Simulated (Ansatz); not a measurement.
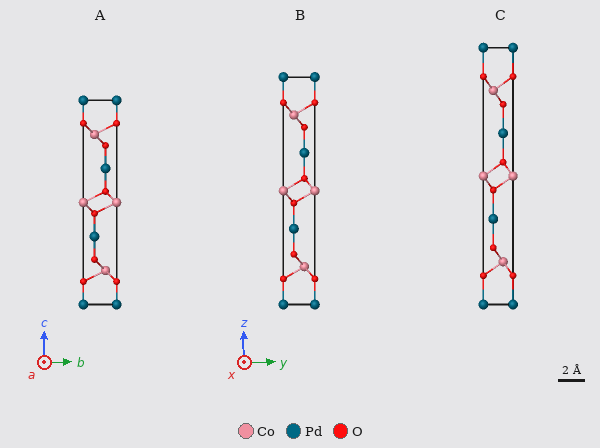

Crystalline CoPdO₂ (R-3m): the ratio of the cell's length along z to its lengths across, counted as 1 for the reference, is changed at fixed volume (a c/a path), with the atoms kept at their fractional coordinates. x, y and z are the Cartesian axes of the input. A ball-and-stick model of the conventional cell (3 times the calculation's cell), seen along the a axis. Lengths and directions refer to the drawn axes.

The calculation used DFT PBEsol, scalar-relativistic, plane waves, PAW (Ansatz 0.2.0). (plane-wave cutoff 420 eV; k-point mesh 24 × 24 × 24; occupations gaussian; smearing width 0.15 eV; no spin polarisation). Energies (free energies at the smearing named) are counted from the relaxed crystal.

### Rank the frames from lowest to highest energy.

Lowest first: B (the relative ratio 1.00, 0.0 meV/atom), C (the relative ratio 1.20, 204.9 meV/atom), A (the relative ratio 0.85, 263.5 meV/atom). Over the whole scan: of the computed points the lowest is at the relative ratio 1.00, 0.0 meV/atom. At the ends of the scan the energy is 263.5 meV/atom (0.85) and 204.9 meV/atom (1.20). The distortion keeps the space group R-3m. At the relative ratio 1.20 the cell of the drawing goes a 2.815 → 2.649 Å, b 2.815 → 2.649 Å, c 17.622 → 19.900 Å.
